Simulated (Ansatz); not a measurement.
**Single-point calculation of LiCl**

The run: single-point calculation of LiCl (I4mm, 2 atoms in the cell). Method and program: DFT PBE, scalar-relativistic, plane waves, PAW, no spin polarisation (Ansatz 0.2.0).

The structure derives from an entry of the Crystallography Open Database. It belongs to a series of runs on one base structure; here: atom 2 (Cl) moved by (-0.100, +0.000) A along x and y. Figures and captions count atoms from 1; the log counts them from 0 in places.

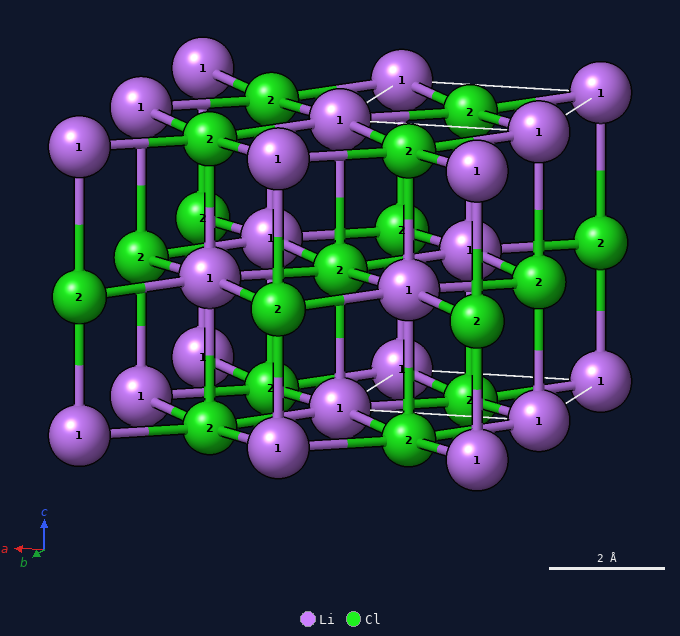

The input geometry (ball-and-stick view of the cell 2 times as large as that of the calculation, set on its symmetry axes, repeated 2 × 2 × 1, seen at an oblique angle; atoms are numbered from 1 in the order of the input). An atom can appear more than once, as a periodic image. Near neighbours in the periodic cell (some may lie outside the picture): Li has 6 Cl at 2.46 to 2.66 Å; Cl has 6 Li at 2.46 to 2.66 Å.

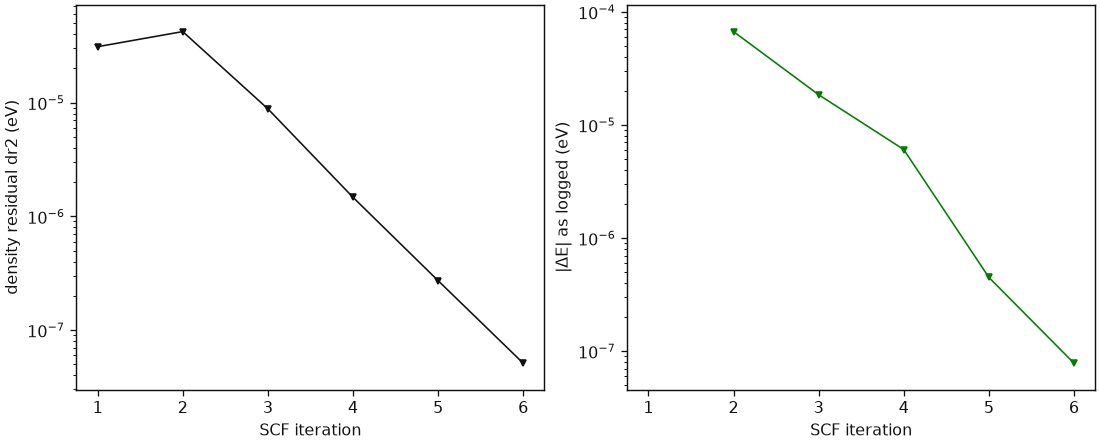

Convergence of the self-consistent field: density residual dr2 and size of the energy change against the SCF iteration. The residual falls almost steadily, with no more than small rises.

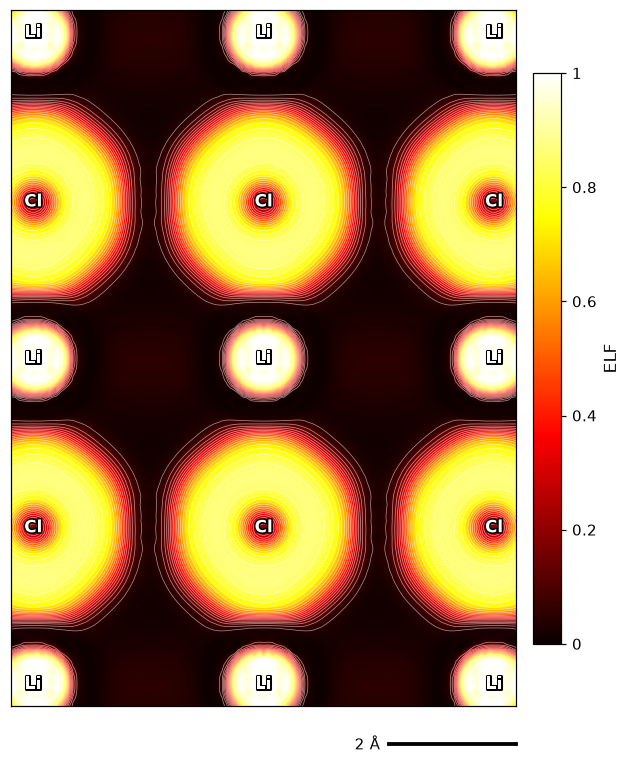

Electron localisation function on the (100) plane of the conventional cell. The section cuts through Li and Cl sites. Li–Cl (2.46 Å): the ELF is about 0.75 at the midpoint. Li–Cl (2.66 Å): the ELF is about 0.70 at the midpoint (two separate closed shells). The strong features right at Li lie inside the PAW spheres (semicore, d or f shells) and say nothing about bonding. In a PAW calculation such maps are meaningful between the atoms, not at the nuclei.

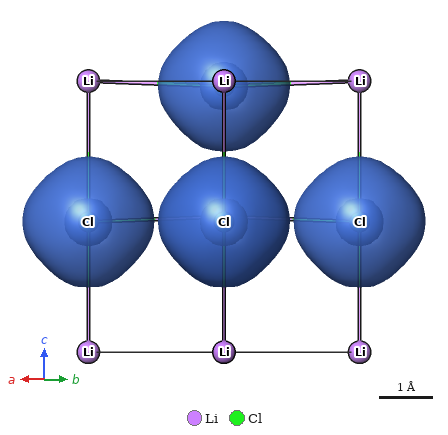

Isosurface of the ELF at 0.75 (blue), seen along [110]. Only the valence region is drawn (cores and ρ < 0.01 e/Å³ removed). Sticks mark near contacts. The outline is the cell set on symmetry axes. Along the contacts the grid gives the following. Li–Cl (2.46 Å): the ELF is about 0.75 at the midpoint. Li–Cl (2.57 Å): the ELF is about 0.75 at the midpoint, which marks a closed-shell, largely ionic contact.

The input and output of the run follow.

Input file:
```yaml
crystal:
  lattice:
    - [0.0, 2.56476, 2.56476]
    - [2.56476, 0.0, 2.56476]
    - [2.56476, 2.56476, 0.0]
  atoms:
    - { symbol: Li, position: [0.0, 0.0, 0.0] }
    - { symbol: Cl, position: [0.5194950015, 0.4805049985, 0.4805049985] }
basis:
  ecutwfc: 420
kpoints:
  mp_grid: { grid: [8, 8, 8] }
hamiltonian:
  xc: pbe
scf:
  occupations: { method: gaussian, width: 0.05 }
output:
  forces: true
  stress: true
  eigenvalues: true
  write_density: true
  write_potential: true
  elf: true
  volumetric_format: npy
```

Launched with:
```bash
ansatz run input.yaml --threads 1 --pin off --max-ram 2560MiB --backend cpu --events-out ev --progress --plain --runs-dir out
```

What the program printed:
```
Engine: ansatz 0.2.0, aarch64-unknown-linux-gnu
Pseudopotentials: kind: paw
Pseudopotential: Li, paw, valence charge 3, recommended cutoff 420 eV (normal), Li.paw.azcp
Pseudopotential: Cl, paw, valence charge 7, recommended cutoff 420 eV (normal), Cl.paw.azcp
Functional definition: PBE
  parameter kappa = 0.804
  parameter beta = 0.06672455060314922
  exchange = pbe_x(kappa = kappa, mu = beta*pi^2/3)
  correlation = pbe_c(beta = beta)
Crystal: 2 atoms, lattice volume = 33.742 Å³
Basis set: ecut = 420 eV, 645 PW (Γ), exchange–correlation on 50×50×50 points (8 copies of the dense FFT grid, shifted against one another)
Bands: 9, of which v1, the nominal top of the filled ones, is band 5 counted from 1 (4 counted from 0)
Symmetry: 8 space group operations
Space group: I4mm (ITA 107), of the structure as read, at distance tolerance 3.2e-5 Å
k-points: 59 of 512 (time reversal used)
Non-local potential: Li, projectors of the file, l = 0: 3, l = 1: 2, l = 2: 1
Non-local potential: Cl, projectors of the file, l = 0: 2, l = 1: 2, l = 2: 2
PAW form: soft (Blöchl's): semilocal exchange-correlation on the pseudo side does not see the compensation charge
PAW one-centre angular grid: Li, 110 points (default); XC on 64 Gauss nodes
PAW one-centre angular grid: Cl, 110 points (default); XC on 64 Gauss nodes
Initial density: superposition of atomic densities (neutral atoms: chi_scale 0, normalization atom), corrected by the library's trained network
Initial wavefunctions: pseudopotential atomic-orbital guess
Functional: x = pbe(κ = 0.804, μ = 0.2195149727645171), c = pbe(β = 0.06672455060314922)
SCF iter   1: F=—  HF=-1287.830022 eV  |F-HF|=—  |Δ(HF+E_count)|=         —  Δρ=3.02e-4  dr2=3.10e-5  ethr=1.77e-3  ⟨swp⟩=6.6  Hψ=3827  notcnv=0
preconditioner: auto → none  [insulator: Δε(μ)=6.327 eV  Ē_g=14.128 eV  σ=0.050 eV  W_gap=1.00  n_scr=8 (ndim 8)  ℏωp=18.1 eV  f_vac=0.000  D(μ)=0.00/eV (n_scr^D=0)  ε∞_Penn≈2.6]
SCF iter   2: F=—  HF=-1287.829955 eV  |F-HF|=—  |Δ(HF+E_count)|=   6.69e-5  Δρ=2.87e-4  dr2=4.21e-5  ethr=3.10e-7  ⟨swp⟩=2.6  Hψ=1340  notcnv=0
SCF iter   3: F=—  HF=-1287.829937 eV  |F-HF|=—  |Δ(HF+E_count)|=   1.85e-5  Δρ=1.36e-4  dr2=8.82e-6  ethr=3.10e-7  ⟨swp⟩=2.3  Hψ=763  notcnv=0
SCF iter   4: F=—  HF=-1287.829931 eV  |F-HF|=—  |Δ(HF+E_count)|=   6.06e-6  Δρ=5.73e-5  dr2=1.47e-6  ethr=8.82e-8  ⟨swp⟩=2.0  Hψ=767  notcnv=0
SCF iter   5: F=—  HF=-1287.829930 eV  |F-HF|=—  |Δ(HF+E_count)|=   4.49e-7  Δρ=2.38e-5  dr2=2.72e-7  ethr=1.47e-8  ⟨swp⟩=2.0  Hψ=696  notcnv=0
SCF iter   6: F=-1287.829930 eV  HF=-1287.829930 eV  |F-HF|=3.63e-8  |Δ(HF+E_count)|=   7.82e-8  Δρ=1.02e-5  dr2=5.11e-8  ethr=1.00e-9  ⟨swp⟩=7.4  Hψ=2377  notcnv=0
SCF 1 converged in 6 iterations: F = -1287.829930 eV  dr2 = 5.11e-8
  greatest PAW one-centre occupation: 1.000 electrons in one spin orbital (limit 2), on the Li atom at site 0 (counted from 0), in its partial waves of l = 0
SCF converged after 6 iterations
Free energy (F): -1287.829930 eV
Harris-Foulkes:  -1287.829930 eV  (|F-HF|=3.63e-8)
Internal energy: -1287.829930 eV  (E = F + TS)
E sigma→0 (E₀):  -1287.829930 eV
Fermi energy:    4.866908 eV
--- Per-component energies (eV) ---
  E_band       = -103.253466
  E_kinetic    = 183.805088
  E_local      = -325.340358  (includes V_loc(G=0)·N_el)
  E_nonlocal   = -4.731141
  E_hartree    = 94.857328
  E_xc         = -118.688215
  E_vxc        = -136.952025  (∫ρ·V_xc dr)
  E_paw        = -680.430421  (= ΣΔE_a)
  E_vpaw       = -9.746851  (= ΣTr[D̂ρ^β])
  E_aug_tail   = 0.000090  (compensation charges beyond the density's cutoff)
  E_ewald      = -437.302301
  E_smearing   = -0.000000  (= −TS)
  E_closure    = 0.000000  (closes the sum)
  Σ components = -1287.829930   (vs F -1287.829930, Δ=0.00e0)
--- Forces (eV/Å), atoms counted from 1 ---
  atom   1  Li    -0.07250642    -0.00000000     0.00000000
  atom   2  Cl     0.07248381    -0.00000000     0.00000000
  max |Σ_I F_I| component: 2.26e-5 eV/Å
--- Stress (GPa, compression-positive) ---
        0.798901       0.000000       0.000000
        0.000000       0.373684      -0.000000
        0.000000      -0.000000       0.373684
  P = ⅓ Tr σ = 0.5154 GPa (5.154 kbar)
--- Band table (eV; the first three rows and the last of 59) ---
  k-point 0: bands = ["-41.7919", "-11.6953", "1.6926", "1.7052", "1.7052", "8.0284", "13.4463", "13.4463", "13.5008"]
  k-point 1: bands = ["-41.7915", "-11.6199", "1.1749", "1.6555", "1.6638", "8.4894", "12.7410", "13.3757", "13.4345"]
  k-point 2: bands = ["-41.7905", "-11.4279", "0.1218", "1.5602", "1.5693", "8.9144", "12.3103", "12.3345", "12.6291"]
  k-point 58: bands = ["-41.7883", "-10.8918", "-0.4126", "-0.4126", "0.6379", "10.9969", "12.0323", "12.0713", "12.0713"]
```

Summary:

```csv
quantity,value
outcome,converged
space group (tolerance 0.01 Å),I4mm (107)
electrons treated,10
free energy,−1287.8299 eV
Fermi energy,4.867 eV
gap on the k-point mesh,6.32 eV
pressure,0.52 GPa
largest force (length of the vector),0.073 eV/Å
hardware,"1 thread of Arm Neoverse V2, 24 GiB of memory available, shared host"
wall time,2 s
peak memory,0.26 GiB
```
